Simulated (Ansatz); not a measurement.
**Co₃Sn₂: density, localisation and related maps**

Input file:

```
crystal:
  lattice:
    - [4.1631420582, 0.0, 0.0]
    - [-2.0815710291, 3.605386782, 0.0]
    - [0.0, 0.0, 4.9931273378]
  atoms:
    - { symbol: Co, position: [0.0, 0.0, 0.746101364], spin: 1.13 }
    - { symbol: Co, position: [0.0, 0.0, 0.253898636], spin: 1.13 }
    - { symbol: Co, position: [0.6666666667, 0.3333333333, 0.0], spin: 0.49 }
    - { symbol: Sn, position: [0.6666666667, 0.3333333333, 0.5] }
    - { symbol: Sn, position: [0.3333333333, 0.6666666667, 0.0] }
basis:
  ecutwfc: 420
kpoints:
  mp_grid: { grid: [12, 12, 8] }
hamiltonian:
  xc: pbesol
scf:
  occupations: { method: gaussian, width: 0.15 }
output:
  forces: true
  stress: true
  eigenvalues: true
  populations: true
  write_density: true
  write_potential: true
  elf: true
  volumetric_format: npy
magnetization:
  spin_polarized: true
```

Launched as:

```sh
ansatz run input.yaml --threads 2 --pin off --max-ram 5120MiB --backend cpu --events-out ev --progress --plain --runs-dir out
```

Below, planes, directions and counts refer to the conventional cell (a = 4.16 Å, b = 4.16 Å, c = 4.99 Å, α = 90.00°, β = 90.00°, γ = 120.00°).

Space group P-6m2; a structure from a database of computed crystals, not necessarily the ambient phase; spin-polarised.

Level of theory: DFT PBEsol, scalar-relativistic, plane waves, PAW in Ansatz.

In a PAW calculation such maps are meaningful between the atoms, not at the nuclei.

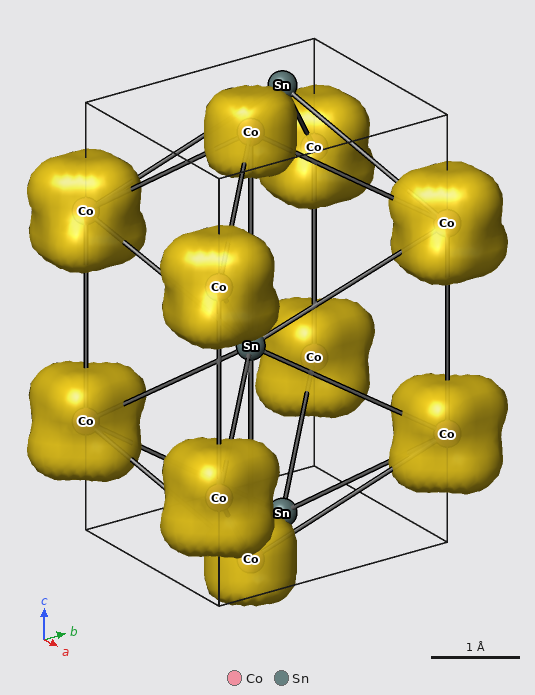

Figure 1. Isosurface of the spin density (up minus down) at +0.15 e/Å³ (yellow), seen slightly off an axis. Sticks mark near contacts.

> Describe the spin distribution.

The spin density sits on Co: +1.1 μB (×2) and +0.5 μB in one cell of 5 atoms: parallel main moments (a ferromagnetic arrangement) in this solution. The cell of the calculation (5 atoms) carries 2.4 μB of net spin moment.

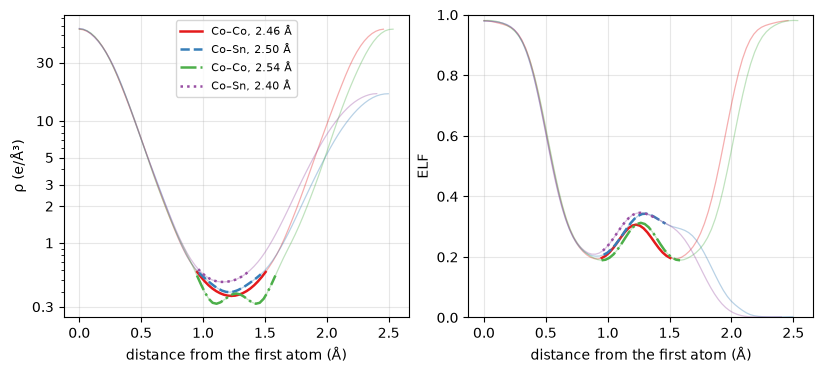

Figure 2. Valence charge density (pseudo) and electron localisation function along straight lines between neighbouring atoms. Thin, pale parts lie inside the atomic spheres.

> Compare the contacts.

Co–Co (2.46 Å): ρ is about 0.37 e/Å³ halfway; the ELF is about 0.30 at the midpoint.
Co–Sn (2.50 Å): ρ is about 0.4 e/Å³ halfway; the ELF is about 0.35 at the midpoint.
Co–Co (2.54 Å): the density is about 0.39 e/Å³ at the midpoint; the ELF is about 0.30 at the midpoint.
Co–Sn (2.40 Å): the density is about 0.48 e/Å³ at the midpoint; the ELF is about 0.35 at the midpoint.

> Does the calculation make it a metal, or give it a gap?

It is gapless in this calculation (a metal or semimetal).
